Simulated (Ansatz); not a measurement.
## STM study: TaN(111) (Fm-3m bulk, 10 atomic planes (those closer than 0.6 Å count as one), 11 Å, N-terminated)

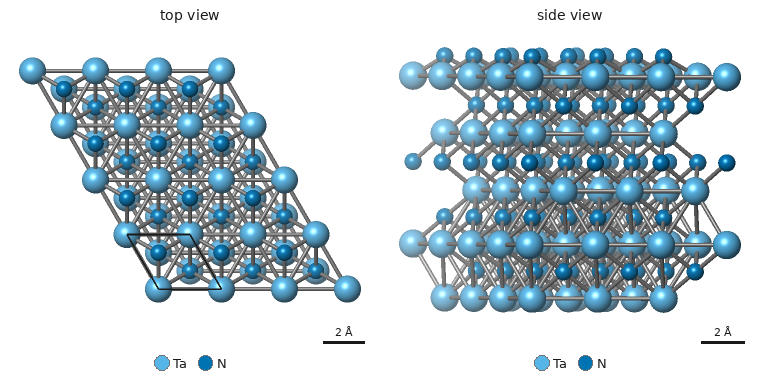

The relaxed structure from above and from the side.

Computed with DFT PBE, scalar-relativistic, plane waves, PAW (Ansatz). Cutoff 420 eV, 21 × 21 k-points, Gaussian smearing 0.05 eV, dipole correction. The slab is a cut without reconstruction beyond its cell, at the source's lattice constants, with its lower half held fixed and the rest relaxed. Its faces differ (N on top, Ta below), so the slab is asymmetric; states at the Fermi level may come from the unlike faces. No spin polarisation. Spin–orbit coupling is left out; with Ta it can shift levels and gaps. The run couldn't confirm all of its levels under its output density. The run warns that the functional's potential is rough in the thin density of the vacuum, where the tip is; weak contrasts and barriers may feel it.

Model: Tersoff–Hamann, s-wave tip, no tip–sample forces. Bias windows are sharp sums over the levels of the k mesh.

Input

```yaml
crystal:
  lattice:
    - [3.08157135, 0.0, 0.0]
    - [-1.54078568, 2.66871907, 0.0]
    - [0.0, 0.0, 28.3224158439]
  atoms:
    - { symbol: Ta, position: [0.333333334, 0.666666667, 0.3001156415] }
    - { symbol: "N", position: [0.666666667, 0.333333334, 0.3445343809] }
    - { symbol: Ta, position: [0.0, 0.0, 0.3889531307] }
    - { symbol: "N", position: [0.333333334, 0.666666667, 0.4333718805] }
    - { symbol: Ta, position: [0.666666667, 0.333333334, 0.4777906303] }
    - { symbol: "N", position: [0.0, 0.0, 0.5245476825] }
    - { symbol: Ta, position: [0.333333334, 0.666666667, 0.5720558406] }
    - { symbol: "N", position: [0.666666667, 0.333333334, 0.6183904757] }
    - { symbol: Ta, position: [0.0, 0.0, 0.6663486326] }
    - { symbol: "N", position: [0.333333334, 0.666666667, 0.6992050111] }
basis:
  ecutwfc: 420
  fft_grid_basis: typed
kpoints:
  mp_grid: { grid: [21, 21, 1] }
hamiltonian:
  xc: pbe
scf:
  occupations: { method: gaussian, width: 0.05 }
output:
  forces: true
  eigenvalues: true
  band_densities:
    - { e_range: [-2.0, -1.0] }
    - { e_range: [-1.0, -0.5] }
    - { e_range: [-0.5, -0.25] }
    - { e_range: [-0.25, 0.0] }
    - { e_range: [0.0, 0.25] }
    - { e_range: [0.25, 0.5] }
    - { e_range: [0.5, 1.0] }
    - { e_range: [1.0, 1.5] }
  band_residual_tolerance: 1.0e-05
  write_potential: true
  elf: true
  write_density: true
  volumetric_format: npy
efield:
  axis: 3
  dipole_correction: true
  ramp_width: 0.04
checkpoint:
  read: start.run
  write: ck
  compress: false
  write_wavefunctions: false
  write_every: 100000
```

Run with:

```sh
ansatz run input.yaml --threads 1 --pin off --max-ram 2211MiB --backend cpu --events-out ev --progress --plain --runs-dir out
```

Run time of this step alone (it restarts from the relaxed density): 110 s on 1 thread of Arm Neoverse V2 (shared host), peak memory 0.68 GiB.

### 1. One image

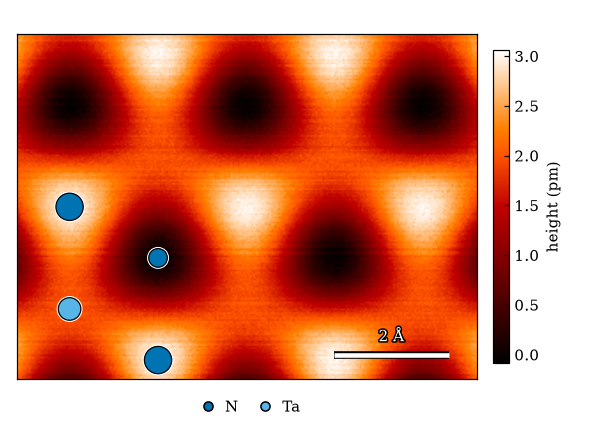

Constant-current image at a set point of 1.5 × 10⁻⁷ e/Å³ of this surface, sample bias −0.25 V. The atoms seen from above are drawn over one corner (deeper ones smaller). Noise was added to mimic a scan.

**What lies under the maxima and minima of this image?**

The brightest spots lie over the top N atoms; the darkest points are over the sites above the N atoms 2.3 Å below the top plane. The corrugation is 3.0 pm at a mean tip height of 4.0 Å. So weak a contrast (3.0 pm) depends on the k-mesh and on the tip.

### 2. Approach curves

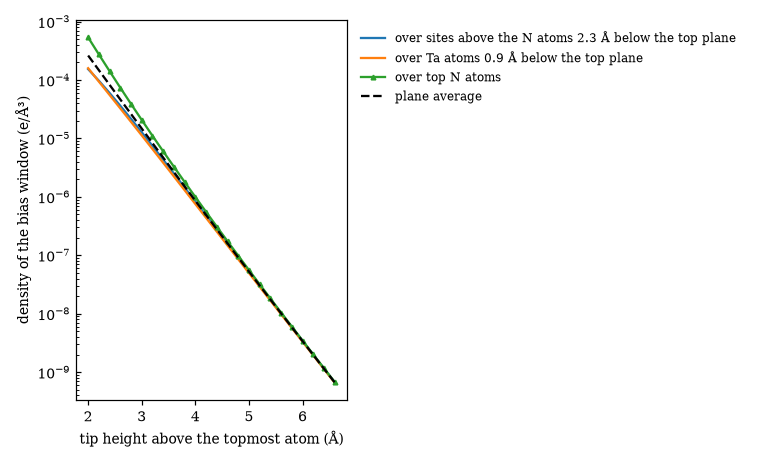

Approach curves over this surface at a sample bias of −2.00 V.

**Estimate the decay constant and the apparent barrier, and compare with the vacuum level, which the run puts 5.49 eV above zero bias.**

Near 4 Å the plane average falls as exp(−2.82 z/Å), a factor of 17 per ångström, which gives an apparent barrier of 7.6 eV (0.952 eV Å² times the slope squared). The apparent barrier is above 5.49 eV. At 4 Å the 0.25 eV of states nearest the highest filled state carry 18 % of the density, so deeper states, or ones away from the zone centre, set the barrier.

### 3. Barrier map

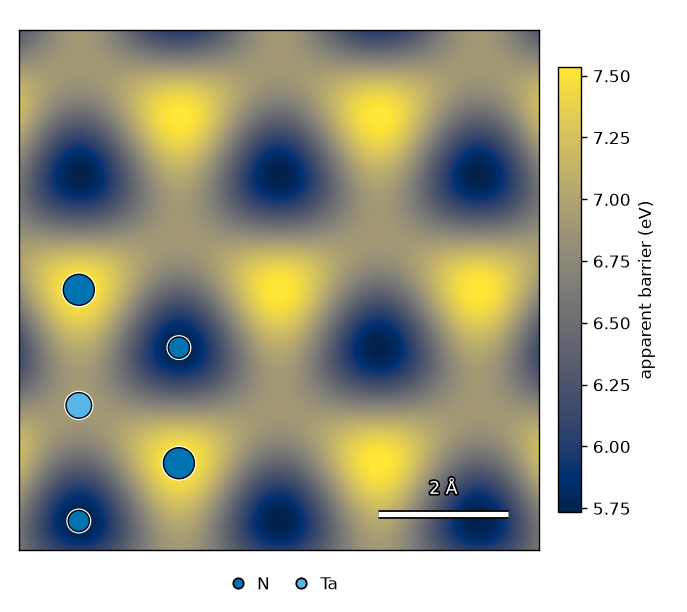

Map of the apparent barrier height, 0.952 eV Å² × (d ln I/dz)², 3.0 Å above this surface at −0.25 V; lighter colours are higher.

**Where is the apparent barrier highest and lowest, and over what range?**

It is highest, 7.5 eV, over the top N atoms, and lowest, 5.7 eV, over the sites above the N atoms 2.3 Å below the top plane. The vacuum level lies 5.49 eV above zero bias.
